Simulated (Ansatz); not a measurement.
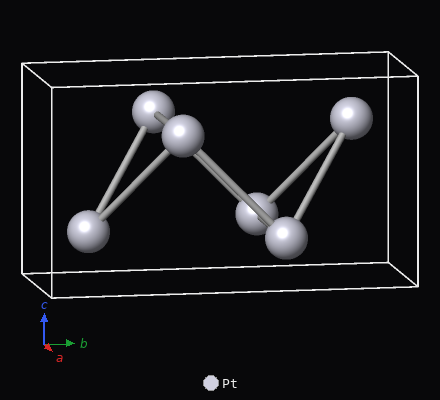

The structure; the drawing may span several cells.

Given this structure, the end point of a relaxation with Ansatz 0.2.0, DFT, PBE, plane waves (420 eV) with PAW, scalar-relativistic; the starting structure was generated, so it need not be a known form of this composition, written in its standard cell:

```
Pt
1.0
     2.72712    0.00000    0.00000
     0.00000    6.54745    0.00000
     0.00000    0.00000    3.74217
Pt
4
Cartesian
  1.3636 0.9238 0.9355
  0.0000 2.3500 2.8066
  0.0000 4.1975 0.9355
  1.3636 5.6237 2.8066
```

Q: What does the kinematic electron diffraction pattern along [101] look like at 200 kV (B = 0.3 Å²)?

A: The spots form a centred rectangular net whose two shortest vectors correspond to d = 3.27 Å and 2.09 Å, 71.4° apart. They are 0 2 0 and 1 1 -1. The pattern has symmetry 2mm. The lattice centring (C) removes all reflections that break h + k = 2n; reflections such as 1 -7 -1, 1 7 -1 are allowed but too weak to see at this display level.

Strongest reflections with d > 0.80 Å, one of each family (|F|² from tabulated Gaussian fits of the electron scattering factors, times a small damping for the curvature of the Ewald sphere):

| hkl | d (Å) | I (strongest = 100) |
| --- | --- | --- |
| 1 1 -1 | 2.089 | 100 |
| 0 4 0 | 1.637 | 93 |
| 2 0 -2 | 1.102 | 45 |
| 1 5 -1 | 1.126 | 44 |
| 2 4 -2 | 0.914 | 23 |
| 1 3 -1 | 1.551 | 21 |

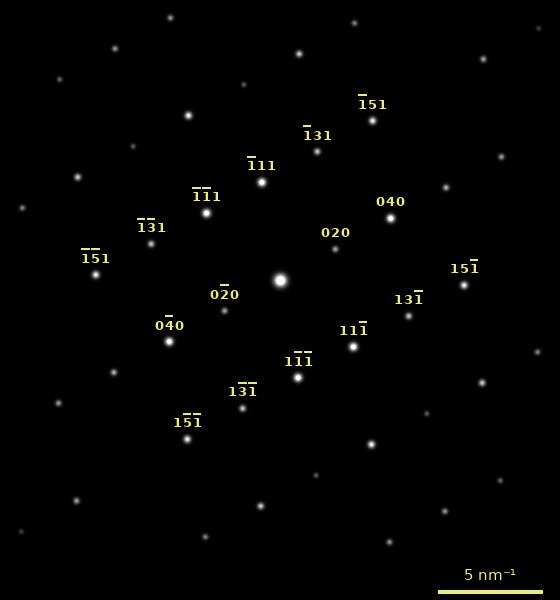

Calculated pattern, seen from the source side with [101] pointing towards the source.
